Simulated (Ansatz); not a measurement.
Run report: Cu, geometry relaxation (part 2 of 2)

Continued. System: Cu (slab, 13 atoms in the cell). Method: DFT LDA, scalar-relativistic, plane waves, PAW, PAW set soft_1, no spin polarisation (Ansatz 0.2.0); cutoff 420 eV, 6×6×1 k-mesh, Gaussian smearing of 0.1 eV. The structure derives from an entry of the Crystallography Open Database. The input holds or restrains some coordinates. Forces given for the steps count only the free coordinates.

Geometry of the input (Å; fractional positions):
```
4.9752  0.0000  0.0000
0.0000  4.9752  0.0000
0.0000  0.0000  18.9179
Cu 0.2500  0.2500  0.2114
Cu 0.2500  0.7500  0.2114
Cu 0.7500  0.2500  0.2114
Cu 0.7500  0.7500  0.2114
Cu 0.0000  0.0000  0.3018
Cu 0.0000  0.5000  0.3018
Cu 0.5000  0.0000  0.3018
Cu 0.5000  0.5000  0.3018
Cu 0.2500  0.2500  0.3921
Cu 0.2500  0.7500  0.3921
Cu 0.7500  0.2500  0.3921
Cu 0.7500  0.7500  0.3921
Cu 0.4167  0.5000  0.4809
```

### Output, continued
```
  k-point 0: bands = ["-109.9186", "-109.8964", "-109.8894", "-109.8128", "-109.5506", "-109.5434", "-109.4157", "-109.4085", "-109.3587", "-109.3515", "-109.3496", "-109.3424", "-108.8162", "-67.7686", "-67.7665", "-67.7390", "-67.7381", "-67.7335", "-67.7184", "-67.7089", "-67.6810", "-67.6781", "-67.6277", "-67.6275", "-67.6171", "-67.4417", "-67.4057", "-67.3762", "-67.3537", "-67.3391", "-67.3070", "-67.2921", "-67.2392", "-67.2375", "-67.2342", "-67.2300", "-67.2272", "-67.2250", "-67.2137", "-67.2021", "-67.1967", "-67.1580", "-67.1555", "-67.1529", "-67.1457", "-67.1449", "-67.1395", "-67.1348", "-67.1297", "-66.7213", "-66.6472", "-66.5944", "-7.0210", "-4.4658", "-3.3198", "-3.3059", "-3.1551", "-3.0325", "-2.9681", "-2.9534", "-2.6288", "-2.5463", "-2.4485", "-2.4437", "-2.3308", "-2.3141", "-1.9948", "-1.6827", "-1.4759", "-1.3853", "-1.3812", "-1.3492", "-1.3033", "-1.2208", "-1.1789", "-1.1369", "-1.1260", "-1.0324", "-1.0206", "-0.9435", "-0.9397", "-0.9310", "-0.9252", "-0.8976", "-0.8754", "-0.8731", "-0.5814", "-0.5567", "-0.4820", "-0.3272", "-0.2592", "-0.2243", "-0.1243", "-0.1111", "-0.0901", "0.0513", "0.0625", "0.1553", "0.1686", "0.2013", "0.2326", "0.2764", "0.3229", "0.3577", "0.3842", "0.3932", "0.3993", "0.4303", "0.4608", "0.5089", "0.5093", "0.5504", "0.5587", "0.5691", "0.6107", "0.6438", "0.6920", "0.8224", "0.8989", "1.0023", "1.8000", "1.9186", "1.9220", "1.9926", "2.0398", "2.1261", "2.5752", "4.6123", "4.6853", "4.8363", "5.0486", "5.0854", "5.8993", "5.9223", "6.7684", "7.0512", "7.9647", "8.2822", "8.3114", "8.6640", "8.8235", "9.4730", "9.5574", "9.7783", "10.1676", "10.2291", "10.4105", "10.4600", "11.4072"]
  k-point 1: bands = ["-109.9184", "-109.8964", "-109.8896", "-109.8128", "-109.5501", "-109.5439", "-109.4152", "-109.4090", "-109.3582", "-109.3520", "-109.3491", "-109.3428", "-108.8162", "-67.7684", "-67.7615", "-67.7387", "-67.7342", "-67.7336", "-67.7182", "-67.7092", "-67.6832", "-67.6809", "-67.6316", "-67.6277", "-67.6172", "-67.4383", "-67.4072", "-67.3746", "-67.3548", "-67.3379", "-67.3105", "-67.2871", "-67.2384", "-67.2354", "-67.2349", "-67.2277", "-67.2268", "-67.2201", "-67.2185", "-67.2017", "-67.1970", "-67.1628", "-67.1562", "-67.1551", "-67.1474", "-67.1453", "-67.1400", "-67.1344", "-67.1300", "-66.7212", "-66.6472", "-66.5944", "-6.8479", "-4.3191", "-3.6936", "-3.1930", "-3.0580", "-2.9775", "-2.9518", "-2.8886", "-2.5894", "-2.5008", "-2.4372", "-2.3909", "-2.3186", "-2.2766", "-1.9309", "-1.6675", "-1.5217", "-1.5008", "-1.4266", "-1.3946", "-1.3589", "-1.3171", "-1.1769", "-1.1464", "-1.0781", "-1.0221", "-0.9946", "-0.9647", "-0.9301", "-0.9229", "-0.8801", "-0.8598", "-0.8280", "-0.7760", "-0.6268", "-0.5673", "-0.5446", "-0.3763", "-0.2289", "-0.2256", "-0.1905", "-0.1570", "-0.1203", "-0.0647", "0.0598", "0.0897", "0.1094", "0.1422", "0.1706", "0.2055", "0.2705", "0.2907", "0.3305", "0.3779", "0.4081", "0.4259", "0.4470", "0.4644", "0.4937", "0.5283", "0.5457", "0.5634", "0.5903", "0.6391", "0.7130", "0.7300", "0.8237", "0.8867", "0.9270", "1.3477", "2.1113", "2.1895", "2.3869", "2.8182", "3.4084", "4.4853", "4.5200", "4.8142", "4.9903", "5.2091", "6.0678", "6.1363", "6.9338", "7.2121", "7.4890", "7.6708", "8.0943", "8.4845", "8.9901", "9.5815", "9.6404", "9.8955", "10.0934", "10.3662", "10.5422", "11.0066", "11.1614"]
  k-point 2: bands = ["-109.9182", "-109.8963", "-109.8898", "-109.8129", "-109.5488", "-109.5452", "-109.4139", "-109.4103", "-109.3569", "-109.3533", "-109.3478", "-109.3442", "-108.8162", "-67.7680", "-67.7486", "-67.7381", "-67.7340", "-67.7252", "-67.7178", "-67.7097", "-67.6964", "-67.6808", "-67.6407", "-67.6279", "-67.6172", "-67.4301", "-67.4115", "-67.3702", "-67.3583", "-67.3344", "-67.3188", "-67.2732", "-67.2390", "-67.2369", "-67.2326", "-67.2297", "-67.2289", "-67.2144", "-67.2064", "-67.2007", "-67.1977", "-67.1765", "-67.1686", "-67.1540", "-67.1504", "-67.1442", "-67.1412", "-67.1335", "-67.1309", "-66.7212", "-66.6473", "-66.5944", "-6.3420", "-4.5862", "-3.9122", "-3.0604", "-2.8838", "-2.8060", "-2.7761", "-2.6985", "-2.5081", "-2.4388", "-2.3774", "-2.3393", "-2.3149", "-2.2203", "-1.8235", "-1.7654", "-1.6889", "-1.6195", "-1.5648", "-1.5173", "-1.4070", "-1.2442", "-1.1891", "-1.0885", "-1.0436", "-1.0067", "-0.9906", "-0.9482", "-0.8899", "-0.8760", "-0.8481", "-0.8327", "-0.8195", "-0.6664", "-0.6429", "-0.5696", "-0.5313", "-0.4761", "-0.4445", "-0.4021", "-0.3094", "-0.2353", "-0.2224", "-0.2021", "-0.0603", "-0.0366", "-0.0190", "0.0277", "0.0946", "0.1029", "0.1484", "0.1849", "0.2045", "0.2274", "0.2573", "0.3024", "0.3258", "0.3790", "0.4413", "0.4644", "0.4922", "0.5178", "0.5475", "0.5671", "0.5788", "0.6450", "0.6981", "0.7305", "0.8041", "1.3876", "2.5521", "2.5820", "2.9500", "3.4028", "3.6467", "3.7967", "3.8899", "5.2288", "5.2586", "5.9039", "6.2321", "6.4417", "6.6453", "6.9191", "7.4569", "7.7211", "8.3029", "8.5265", "8.9329", "9.2050", "9.4405", "9.8089", "9.8288", "10.0841", "10.3818", "10.5052", "10.8256"]
  k-point 15: bands = ["-109.9174", "-109.8969", "-109.8898", "-109.8132", "-109.5470", "-109.5469", "-109.4122", "-109.4122", "-109.3534", "-109.3534", "-109.3477", "-109.3477", "-108.8162", "-67.7422", "-67.7374", "-67.7311", "-67.7210", "-67.7208", "-67.7152", "-67.7099", "-67.7091", "-67.7062", "-67.6474", "-67.6463", "-67.6175", "-67.4208", "-67.4142", "-67.3558", "-67.3553", "-67.3283", "-67.3263", "-67.2562", "-67.2559", "-67.2447", "-67.2445", "-67.1998", "-67.1998", "-67.1985", "-67.1983", "-67.1939", "-67.1937", "-67.1891", "-67.1891", "-67.1845", "-67.1844", "-67.1420", "-67.1418", "-67.1330", "-67.1330", "-66.7211", "-66.6473", "-66.5944", "-4.3571", "-4.2451", "-4.2350", "-4.2236", "-2.7476", "-2.4629", "-2.4532", "-2.4250", "-2.1191", "-2.0539", "-2.0467", "-2.0422", "-1.8710", "-1.8611", "-1.8545", "-1.8524", "-1.7643", "-1.7572", "-1.7560", "-1.7424", "-1.7219", "-1.3965", "-1.2872", "-1.2217", "-1.2011", "-1.1700", "-1.1598", "-1.1539", "-1.0849", "-1.0525", "-0.8301", "-0.6791", "-0.6149", "-0.5653", "-0.5386", "-0.5082", "-0.4938", "-0.4752", "-0.4710", "-0.4687", "-0.4685", "-0.3902", "-0.2697", "-0.2452", "-0.2269", "-0.2105", "-0.2053", "-0.1789", "-0.1538", "-0.1427", "-0.0719", "-0.0709", "-0.0613", "-0.0565", "-0.0557", "-0.0443", "0.0740", "0.1247", "0.1625", "0.1812", "0.3606", "0.3787", "0.4582", "0.4708", "0.5050", "0.5333", "0.6176", "0.6953", "0.7029", "1.1427", "1.4943", "1.5142", "1.5834", "2.9847", "3.8635", "3.8949", "4.3865", "5.2686", "6.4748", "6.4859", "7.1045", "7.6734", "8.7577", "8.7793", "9.0458", "9.5920", "9.5939", "9.6618", "9.6646", "9.7571", "9.9827", "10.0636", "10.0678", "10.1273", "10.1393", "10.1572", "10.3249"]
--- Relaxed structure (3 steps of the walk, 3 accepted, 0 SCFs on fresh bases) ---
  F+E_penalty+E_count = -85217.12012817 eV   max|allowed force component| = 9.896e-4 eV/Å
  atoms:
    - { symbol: Cu, position: [0.24999999999999997, 0.24999999999999997, 0.2114401217] }
    - { symbol: Cu, position: [0.24999999999999997, 0.75, 0.2114401217] }
    - { symbol: Cu, position: [0.75, 0.24999999999999997, 0.2114401217] }
    - { symbol: Cu, position: [0.75, 0.75, 0.2114401217] }
    - { symbol: Cu, position: [0.0, 0.0, 0.3017752139] }
    - { symbol: Cu, position: [0.0, 0.49999999999999994, 0.3017752139] }
    - { symbol: Cu, position: [0.49999999999999994, 0.0, 0.3017752139] }
    - { symbol: Cu, position: [0.49999999999999994, 0.49999999999999994, 0.3017752139] }
    - { symbol: Cu, position: [0.24999999999999997, 0.24999999999999997, 0.39210965019999994] }
    - { symbol: Cu, position: [0.24999999999999997, 0.75, 0.39210965019999994] }
    - { symbol: Cu, position: [0.75, 0.24999999999999997, 0.39210965019999994] }
    - { symbol: Cu, position: [0.75, 0.75, 0.39210965019999994] }
    - { symbol: Cu, position: [0.41666666669999997, 0.49999999999999994, 0.48051590734546845] }
```

### Trajectory as extended XYZ (Å, eV, eV/Å), 3 frames, from step=1 to step=3
```
13
Lattice="4.9752 0.0000 0.0000 0.0000 4.9752 0.0000 0.0000 0.0000 18.9179" Properties=species:S:1:pos:R:3:forces:R:3 step=1 energy=-85217.11988
Cu    1.2438    1.2438    4.0000    0.0381   0.0459   0.0053
Cu    1.2438    3.7314    4.0000    0.0381  -0.0459   0.0053
Cu    3.7314    1.2438    4.0000   -0.0390   0.0433  -0.0115
Cu    3.7314    3.7314    4.0000   -0.0390  -0.0433  -0.0115
Cu    0.0000    0.0000    5.7089    0.0338   0.0000   0.0374
Cu    0.0000    2.4876    5.7089   -0.0305   0.0000  -0.1923
Cu    2.4876    0.0000    5.7089   -0.0329   0.0000  -0.1712
Cu    2.4876    2.4876    5.7089    0.0317   0.0000  -0.2893
Cu    1.2438    1.2438    7.4179   -0.2597  -0.3815  -0.1257
Cu    1.2438    3.7314    7.4179   -0.2597   0.3815  -0.1257
Cu    3.7314    1.2438    7.4179   -0.1865   0.1572   0.4718
Cu    3.7314    3.7314    7.4179   -0.1865  -0.1572   0.4718
Cu    2.0730    2.4876    9.0979    0.8918   0.0000  -0.0655
13
Lattice="4.9752 0.0000 0.0000 0.0000 4.9752 0.0000 0.0000 0.0000 18.9179" Properties=species:S:1:pos:R:3:forces:R:3 step=2 energy=-85217.12004
Cu    1.2438    1.2438    4.0000    0.0381   0.0459   0.0054
Cu    1.2438    3.7314    4.0000    0.0381  -0.0459   0.0054
Cu    3.7314    1.2438    4.0000   -0.0390   0.0433  -0.0113
Cu    3.7314    3.7314    4.0000   -0.0390  -0.0433  -0.0113
Cu    0.0000    0.0000    5.7089    0.0337   0.0000   0.0370
Cu    0.0000    2.4876    5.7089   -0.0305   0.0000  -0.1926
Cu    2.4876    0.0000    5.7089   -0.0328   0.0000  -0.1715
Cu    2.4876    2.4876    5.7089    0.0318   0.0000  -0.2896
Cu    1.2438    1.2438    7.4179   -0.2661  -0.3911  -0.1374
Cu    1.2438    3.7314    7.4179   -0.2661   0.3911  -0.1374
Cu    3.7314    1.2438    7.4179   -0.1857   0.1567   0.4710
Cu    3.7314    3.7314    7.4179   -0.1857  -0.1567   0.4710
Cu    2.0730    2.4876    9.0948    0.9031   0.0000  -0.0384
13
Lattice="4.9752 0.0000 0.0000 0.0000 4.9752 0.0000 0.0000 0.0000 18.9179" Properties=species:S:1:pos:R:3:forces:R:3 step=3 energy=-85217.12013
Cu    1.2438    1.2438    4.0000    0.0381   0.0458   0.0056
Cu    1.2438    3.7314    4.0000    0.0381  -0.0458   0.0056
Cu    3.7314    1.2438    4.0000   -0.0390   0.0432  -0.0111
Cu    3.7314    3.7314    4.0000   -0.0390  -0.0432  -0.0111
Cu    0.0000    0.0000    5.7089    0.0335   0.0000   0.0364
Cu    0.0000    2.4876    5.7089   -0.0306   0.0000  -0.1931
Cu    2.4876    0.0000    5.7089   -0.0327   0.0000  -0.1720
Cu    2.4876    2.4876    5.7089    0.0319   0.0000  -0.2899
Cu    1.2438    1.2438    7.4179   -0.2755  -0.4050  -0.1542
Cu    1.2438    3.7314    7.4179   -0.2755   0.4050  -0.1542
Cu    3.7314    1.2438    7.4179   -0.1844   0.1558   0.4696
Cu    3.7314    3.7314    7.4179   -0.1844  -0.1558   0.4696
Cu    2.0730    2.4876    9.0903    0.9193   0.0000  -0.0010
```

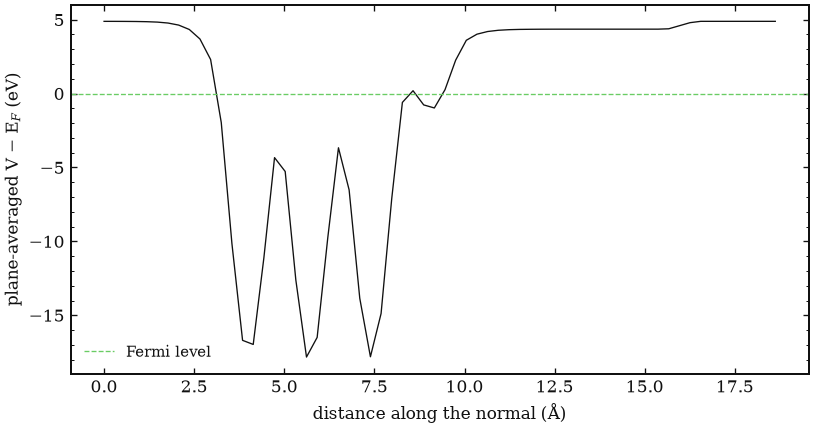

Figure 1. Plane average of the electrostatic potential energy of an electron across the cell, from the Fermi level. The vacuum level lies 4.36 eV above the Fermi level on the upper side and 4.89 eV on the lower.
